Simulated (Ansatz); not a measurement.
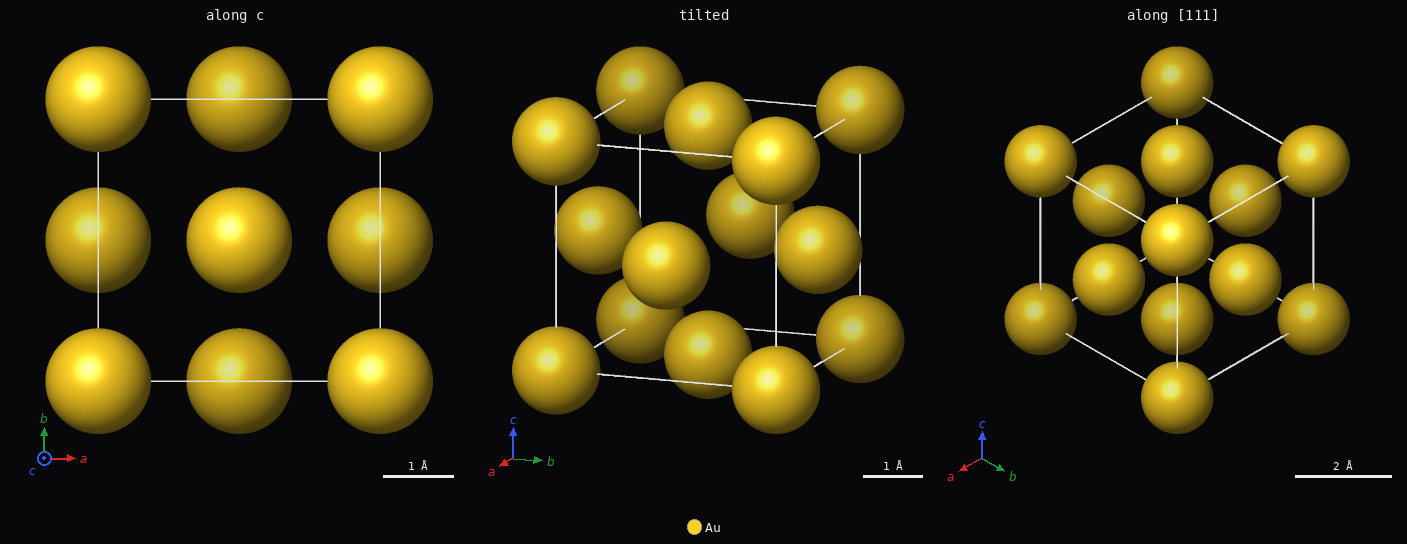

Spheres-only drawing of the structure, looking along the c axis, slightly off an axis and along [111]. The outline marks the conventional unit cell.

Unit-cell dimensions: a = 4.04 Å, b = 4.04 Å, c = 4.04 Å, α = 90.00°, β = 90.00°, γ = 90.00°.

How many atoms make up the cell?

Answer. 4 (gold), counting shared atoms by their share.

To which lattice type does it belong?

Answer. Face-centred cubic.

Which space group does it belong to?

Answer. Fm-3m (No. 225), with Au on 4a.

Origin of the cell: the standard structure of this element. The cell was then strained or its atoms displaced on purpose. It was run through Ansatz as a DFT input.
